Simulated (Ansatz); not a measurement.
## Electronic structure of SiMo₃ in real space

```cif
data_structure
_symmetry_space_group_name_H-M 'P 1'
_symmetry_Int_Tables_number 1
_cell_length_a 4.9065
_cell_length_b 4.9065
_cell_length_c 4.9065
_cell_angle_alpha 90.000
_cell_angle_beta 90.000
_cell_angle_gamma 90.000
_cell_volume 118.11
loop_
_atom_site_label
_atom_site_type_symbol
_atom_site_fract_x
_atom_site_fract_y
_atom_site_fract_z
_atom_site_occupancy
Si1 Si 0.00000 0.00000 0.00000 1
Si2 Si 0.50000 0.50000 0.50000 1
Mo1 Mo 0.25000 0.00000 0.50000 1
Mo2 Mo 0.50000 0.75000 0.00000 1
Mo3 Mo 0.75000 0.00000 0.50000 1
Mo4 Mo 0.50000 0.25000 0.00000 1
Mo5 Mo 0.00000 0.50000 0.75000 1
Mo6 Mo 0.00000 0.50000 0.25000 1
```

Space group Pm-3n; computed without spin polarisation.

Computed with Ansatz 0.2.0, DFT PBE, scalar-relativistic, plane waves, PAW.

Core electrons are frozen (PAW), and the valence fields are smoothed inside the atomic spheres.

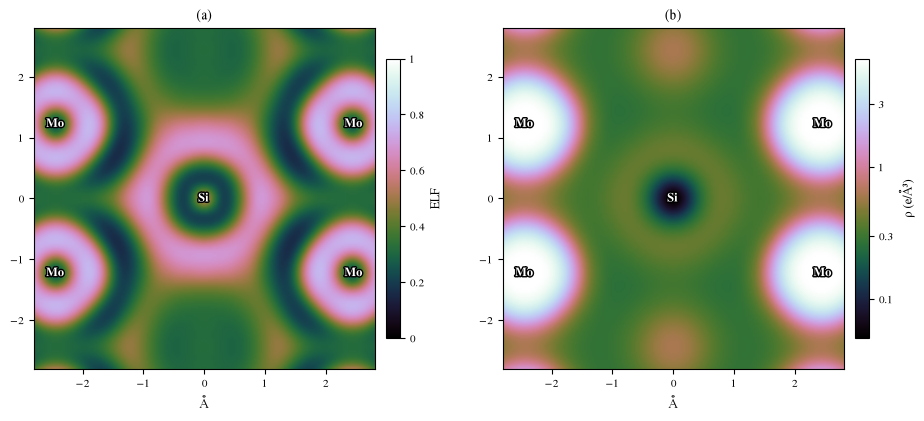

Figure 1. (a) ELF; (b) valence pseudo-density on the (010) plane of the conventional cell.

Interpret the plot.

Answer.
- The plane passes through Si and Mo nuclei.
- Mo–Mo (2.45 Å): the density is about 0.62 e/Å³ at the midpoint; the ELF is about 0.30 at the midpoint.
- Si–Mo (2.74 Å): ρ is about 0.31 e/Å³ halfway; the ELF peaks at about 0.65 in the valence shell of Si, 0.9 Å from its nucleus, and is about 0.30 at the midpoint.
- Between the atoms the lowest density in this plane is 0.26 e/Å³.
- The features right at Mo lie inside the PAW spheres, where the map follows smoothed inner orbitals and isn't to be read closely.

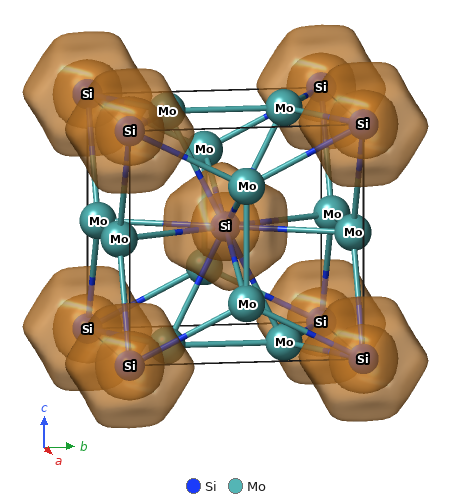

Figure 2. Isosurface of the electron localisation function at 0.55 (orange), seen slightly off an axis. Core shells and regions of very low density are left out. Sticks mark near contacts.

Describe the localisation domains.

Answer. The ELF exceeds this value in two regions wrapped around Si (the valence shell of each), counted in one cell of 8 atoms. Regions shared between cells count once.

Metal or insulator at this level of theory?

Answer. It is metallic or semimetallic at this level of theory: no gap opens.
